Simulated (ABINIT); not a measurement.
**Rpa calculation, with input and output: GaN (part 3 of 4)**

GaN (4 atoms in the cell); Kohn-Sham DFT of a periodic cell, PBE, PseudoDojo NC SR PBE v0.4.1 standard, RPA, no spin polarisation (ABINIT 10.8.3); cutoff 979.61 eV, 5×5×2 k-mesh, fixed occupations. The structure derives from an entry of the Crystallography Open Database.

Geometry of the input (Å; fractional positions):
```
3.1800  0.0000  0.0000
-1.5900  2.7540  0.0000
0.0000  0.0000  5.1660
Ga 0.6667  0.3333  0.5000
Ga 0.3333  0.6667  0.0000
N  0.6667  0.3333  0.8750
N  0.3333  0.6667  0.3750
```

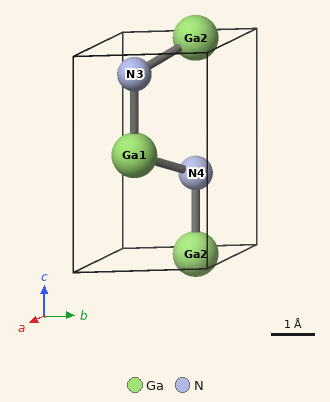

The input geometry (ball-and-stick view of the cell of the calculation, seen slightly off an axis; atoms are numbered from 1 in the order of the input).

## The program's output, continued
```
     1)     0.00000000E+00  0.00000000E+00  0.00000000E+00       0.02000
     2)     2.00000000E-01  0.00000000E+00  0.00000000E+00       0.12000
     3)     4.00000000E-01  0.00000000E+00  0.00000000E+00       0.12000
     4)     2.00000000E-01  2.00000000E-01  0.00000000E+00       0.12000
     5)     4.00000000E-01  2.00000000E-01  0.00000000E+00       0.12000
     6)     0.00000000E+00  0.00000000E+00  5.00000000E-01       0.02000
     7)     2.00000000E-01  0.00000000E+00  5.00000000E-01       0.12000
     8)     4.00000000E-01  0.00000000E+00  5.00000000E-01       0.12000
     9)     2.00000000E-01  2.00000000E-01  5.00000000E-01       0.12000
    10)     4.00000000E-01  2.00000000E-01  5.00000000E-01       0.12000

 Together with 12 symmetry operations and time-reversal symmetry
 yields    50 points in the full Brillouin Zone.

 ==== Q-mesh for the screening function ====
 Number of points in the irreducible wedge :    10
 Reduced coordinates and weights :

     1)     0.00000000E+00  0.00000000E+00  0.00000000E+00       0.02000
     2)     2.00000000E-01  0.00000000E+00  0.00000000E+00       0.12000
     3)     4.00000000E-01  0.00000000E+00  0.00000000E+00       0.12000
     4)     2.00000000E-01  2.00000000E-01  0.00000000E+00       0.12000
     5)     4.00000000E-01  2.00000000E-01  0.00000000E+00       0.12000
     6)     0.00000000E+00  0.00000000E+00  5.00000000E-01       0.02000
     7)     2.00000000E-01  0.00000000E+00  5.00000000E-01       0.12000
     8)     4.00000000E-01  0.00000000E+00  5.00000000E-01       0.12000
     9)     2.00000000E-01  2.00000000E-01  5.00000000E-01       0.12000
    10)     4.00000000E-01  2.00000000E-01  5.00000000E-01       0.12000

 Together with 12 symmetry operations and time-reversal symmetry
 yields    50 points in the full Brillouin Zone.

 setmesh: FFT mesh size selected  =    18x   18x   32
          total number of points  =        10368

 vcoul_init : cutoff-mode = AUXILIARY_FUNCTION
 q-points for optical limit:   1
     1)      0.000010    0.000020    0.000030

 Number of electrons calculated from density =   35.9310; Expected =   36.0000
 average of density, n =  0.117688
 r_s =    1.2659
 omega_plasma =   33.0919 [eV]

 calculating chi0 at frequencies [eV] :
  1    0.000000E+00    0.000000E+00
  2    0.000000E+00    1.343289E+03
  3    0.000000E+00    2.404413E+02
  4    0.000000E+00    8.749144E+01
  5    0.000000E+00    3.943701E+01
  6    0.000000E+00    1.877575E+01
  7    0.000000E+00    8.463223E+00
  8    0.000000E+00    3.079585E+00
  9    0.000000E+00    5.512287E-01

--------------------------------------------------------------------------------
  q-point number  1        q = ( 0.000000, 0.000000, 0.000000) [r.l.u.]
--------------------------------------------------------------------------------
 For q-point:  0.000010 0.000020 0.000030
  dielectric constant =   6.7293
  dielectric constant without local fields =   7.2197

  Average fulfillment of the sum rule on Im[epsilon] for q-point    1 :     50.83  [%]
--------------------------------------------------------------------------------
  q-point number  2        q = ( 0.200000, 0.000000, 0.000000) [r.l.u.]
--------------------------------------------------------------------------------
  Average fulfillment of the sum rule on Im[epsilon] for q-point    2 :     63.44  [%]

--------------------------------------------------------------------------------
  q-point number  3        q = ( 0.400000, 0.000000, 0.000000) [r.l.u.]
--------------------------------------------------------------------------------
  Average fulfillment of the sum rule on Im[epsilon] for q-point    3 :     55.44  [%]

--------------------------------------------------------------------------------
  q-point number  4        q = ( 0.200000, 0.200000, 0.000000) [r.l.u.]
--------------------------------------------------------------------------------
  Average fulfillment of the sum rule on Im[epsilon] for q-point    4 :     56.80  [%]

--------------------------------------------------------------------------------
  q-point number  5        q = ( 0.400000, 0.200000, 0.000000) [r.l.u.]
--------------------------------------------------------------------------------
  Average fulfillment of the sum rule on Im[epsilon] for q-point    5 :     54.12  [%]

--------------------------------------------------------------------------------
  q-point number  6        q = ( 0.000000, 0.000000, 0.500000) [r.l.u.]
--------------------------------------------------------------------------------
  Average fulfillment of the sum rule on Im[epsilon] for q-point    6 :     63.06  [%]

--------------------------------------------------------------------------------
  q-point number  7        q = ( 0.200000, 0.000000, 0.500000) [r.l.u.]
--------------------------------------------------------------------------------
  Average fulfillment of the sum rule on Im[epsilon] for q-point    7 :     59.83  [%]

--------------------------------------------------------------------------------
  q-point number  8        q = ( 0.400000, 0.000000, 0.500000) [r.l.u.]
--------------------------------------------------------------------------------
  Average fulfillment of the sum rule on Im[epsilon] for q-point    8 :     55.00  [%]

--------------------------------------------------------------------------------
  q-point number  9        q = ( 0.200000, 0.200000, 0.500000) [r.l.u.]
--------------------------------------------------------------------------------
  Average fulfillment of the sum rule on Im[epsilon] for q-point    9 :     56.00  [%]

--------------------------------------------------------------------------------
  q-point number 10        q = ( 0.400000, 0.200000, 0.500000) [r.l.u.]
--------------------------------------------------------------------------------
  Average fulfillment of the sum rule on Im[epsilon] for q-point   10 :     53.94  [%]

================================================================================
== DATASET  4 ==================================================================

--- !DatasetInfo
iteration_state: {dtset: 4, }
dimensions: {natom: 4, nkpt: 10, mband: 135, nsppol: 1, nspinor: 1, nspden: 1, mpw: 1520, }
cutoff_energies: {ecut:  22.0, pawecutdg:  -1.0, }
electrons: {nelect:   3.60000000E+01, charge:   0.00000000E+00, occopt:   1.00000000E+00, tsmear:   1.00000000E-02, }
meta: {optdriver: 3, gwcalctyp: 1, }
...

 mkfilename : getwfk/=0, take file _WFK from output of DATASET   2.

 Exchange-correlation functional for the present dataset will be:
  GGA: Perdew-Burke-Ernzerhof functional - ixc=11
  J.P.Perdew, K.Burke, M.Ernzerhof, PRL 77, 3865 (1996)

 SCREENING: Calculation of the susceptibility and dielectric matrices

 Based on a program developped by R.W. Godby, V. Olevano, G. Onida, and L. Reining.
 Incorporated in ABINIT by V. Olevano, G.-M. Rignanese, and M. Torrent.

 Real(R)+Recip(G) space primitive vectors, cartesian coordinates (Bohr,Bohr^-1):
 R(1)=  6.0093291  0.0000000  0.0000000  G(1)=  0.1664079  0.0960757  0.0000000
 R(2)= -3.0046645  5.2042316  0.0000000  G(2)=  0.0000000  0.1921513  0.0000000
 R(3)=  0.0000000  0.0000000  9.7623252  G(3)=  0.0000000  0.0000000  0.1024346
 Unit cell volume ucvol=  3.0530638E+02 bohr^3
 Angles (23,13,12)=  9.00000000E+01  9.00000000E+01  1.20000000E+02 degrees
--------------------------------------------------------------------------------

 ==== K-mesh for the wavefunctions ====
 Number of points in the irreducible wedge :    10
 Reduced coordinates and weights :

     1)     0.00000000E+00  0.00000000E+00  0.00000000E+00       0.02000
     2)     2.00000000E-01  0.00000000E+00  0.00000000E+00       0.12000
     3)     4.00000000E-01  0.00000000E+00  0.00000000E+00       0.12000
     4)     2.00000000E-01  2.00000000E-01  0.00000000E+00       0.12000
     5)     4.00000000E-01  2.00000000E-01  0.00000000E+00       0.12000
     6)     0.00000000E+00  0.00000000E+00  5.00000000E-01       0.02000
     7)     2.00000000E-01  0.00000000E+00  5.00000000E-01       0.12000
     8)     4.00000000E-01  0.00000000E+00  5.00000000E-01       0.12000
     9)     2.00000000E-01  2.00000000E-01  5.00000000E-01       0.12000
    10)     4.00000000E-01  2.00000000E-01  5.00000000E-01       0.12000

 Together with 12 symmetry operations and time-reversal symmetry
 yields    50 points in the full Brillouin Zone.

 ==== Q-mesh for the screening function ====
 Number of points in the irreducible wedge :    10
 Reduced coordinates and weights :

     1)     0.00000000E+00  0.00000000E+00  0.00000000E+00       0.02000
     2)     2.00000000E-01  0.00000000E+00  0.00000000E+00       0.12000
     3)     4.00000000E-01  0.00000000E+00  0.00000000E+00       0.12000
     4)     2.00000000E-01  2.00000000E-01  0.00000000E+00       0.12000
     5)     4.00000000E-01  2.00000000E-01  0.00000000E+00       0.12000
     6)     0.00000000E+00  0.00000000E+00  5.00000000E-01       0.02000
     7)     2.00000000E-01  0.00000000E+00  5.00000000E-01       0.12000
     8)     4.00000000E-01  0.00000000E+00  5.00000000E-01       0.12000
     9)     2.00000000E-01  2.00000000E-01  5.00000000E-01       0.12000
    10)     4.00000000E-01  2.00000000E-01  5.00000000E-01       0.12000

 Together with 12 symmetry operations and time-reversal symmetry
 yields    50 points in the full Brillouin Zone.

 setmesh: FFT mesh size selected  =    18x   18x   36
          total number of points  =        11664

 vcoul_init : cutoff-mode = AUXILIARY_FUNCTION
 q-points for optical limit:   1
     1)      0.000010    0.000020    0.000030

 Number of electrons calculated from density =   35.9310; Expected =   36.0000
 average of density, n =  0.117688
 r_s =    1.2659
 omega_plasma =   33.0919 [eV]

 calculating chi0 at frequencies [eV] :
  1    0.000000E+00    0.000000E+00
  2    0.000000E+00    1.343289E+03
  3    0.000000E+00    2.404413E+02
  4    0.000000E+00    8.749144E+01
  5    0.000000E+00    3.943701E+01
  6    0.000000E+00    1.877575E+01
  7    0.000000E+00    8.463223E+00
  8    0.000000E+00    3.079585E+00
  9    0.000000E+00    5.512287E-01

--------------------------------------------------------------------------------
  q-point number  1        q = ( 0.000000, 0.000000, 0.000000) [r.l.u.]
--------------------------------------------------------------------------------
 For q-point:  0.000010 0.000020 0.000030
  dielectric constant =   6.7347
  dielectric constant without local fields =   7.2436

  Average fulfillment of the sum rule on Im[epsilon] for q-point    1 :     67.66  [%]
--------------------------------------------------------------------------------
  q-point number  2        q = ( 0.200000, 0.000000, 0.000000) [r.l.u.]
--------------------------------------------------------------------------------
  Average fulfillment of the sum rule on Im[epsilon] for q-point    2 :     81.43  [%]

--------------------------------------------------------------------------------
  q-point number  3        q = ( 0.400000, 0.000000, 0.000000) [r.l.u.]
--------------------------------------------------------------------------------
  Average fulfillment of the sum rule on Im[epsilon] for q-point    3 :     72.75  [%]

--------------------------------------------------------------------------------
  q-point number  4        q = ( 0.200000, 0.200000, 0.000000) [r.l.u.]
--------------------------------------------------------------------------------
  Average fulfillment of the sum rule on Im[epsilon] for q-point    4 :     74.19  [%]

--------------------------------------------------------------------------------
  q-point number  5        q = ( 0.400000, 0.200000, 0.000000) [r.l.u.]
--------------------------------------------------------------------------------
  Average fulfillment of the sum rule on Im[epsilon] for q-point    5 :     71.35  [%]

--------------------------------------------------------------------------------
  q-point number  6        q = ( 0.000000, 0.000000, 0.500000) [r.l.u.]
--------------------------------------------------------------------------------
  Average fulfillment of the sum rule on Im[epsilon] for q-point    6 :     80.89  [%]

--------------------------------------------------------------------------------
  q-point number  7        q = ( 0.200000, 0.000000, 0.500000) [r.l.u.]
--------------------------------------------------------------------------------
  Average fulfillment of the sum rule on Im[epsilon] for q-point    7 :     77.38  [%]

--------------------------------------------------------------------------------
  q-point number  8        q = ( 0.400000, 0.000000, 0.500000) [r.l.u.]
--------------------------------------------------------------------------------
  Average fulfillment of the sum rule on Im[epsilon] for q-point    8 :     72.26  [%]

--------------------------------------------------------------------------------
  q-point number  9        q = ( 0.200000, 0.200000, 0.500000) [r.l.u.]
--------------------------------------------------------------------------------
  Average fulfillment of the sum rule on Im[epsilon] for q-point    9 :     73.30  [%]

--------------------------------------------------------------------------------
  q-point number 10        q = ( 0.400000, 0.200000, 0.500000) [r.l.u.]
--------------------------------------------------------------------------------
  Average fulfillment of the sum rule on Im[epsilon] for q-point   10 :     71.14  [%]

================================================================================
== DATASET  5 ==================================================================

--- !DatasetInfo
iteration_state: {dtset: 5, }
dimensions: {natom: 4, nkpt: 10, mband: 190, nsppol: 1, nspinor: 1, nspden: 1, mpw: 1520, }
cutoff_energies: {ecut:  22.0, pawecutdg:  -1.0, }
electrons: {nelect:   3.60000000E+01, charge:   0.00000000E+00, occopt:   1.00000000E+00, tsmear:   1.00000000E-02, }
meta: {optdriver: 3, gwcalctyp: 1, }
...

 mkfilename : getwfk/=0, take file _WFK from output of DATASET   2.

 Exchange-correlation functional for the present dataset will be:
  GGA: Perdew-Burke-Ernzerhof functional - ixc=11
  J.P.Perdew, K.Burke, M.Ernzerhof, PRL 77, 3865 (1996)

 SCREENING: Calculation of the susceptibility and dielectric matrices

 Based on a program developped by R.W. Godby, V. Olevano, G. Onida, and L. Reining.
 Incorporated in ABINIT by V. Olevano, G.-M. Rignanese, and M. Torrent.

 Real(R)+Recip(G) space primitive vectors, cartesian coordinates (Bohr,Bohr^-1):
 R(1)=  6.0093291  0.0000000  0.0000000  G(1)=  0.1664079  0.0960757  0.0000000
 R(2)= -3.0046645  5.2042316  0.0000000  G(2)=  0.0000000  0.1921513  0.0000000
 R(3)=  0.0000000  0.0000000  9.7623252  G(3)=  0.0000000  0.0000000  0.1024346
 Unit cell volume ucvol=  3.0530638E+02 bohr^3
 Angles (23,13,12)=  9.00000000E+01  9.00000000E+01  1.20000000E+02 degrees
--------------------------------------------------------------------------------

 ==== K-mesh for the wavefunctions ====
 Number of points in the irreducible wedge :    10
 Reduced coordinates and weights :
```
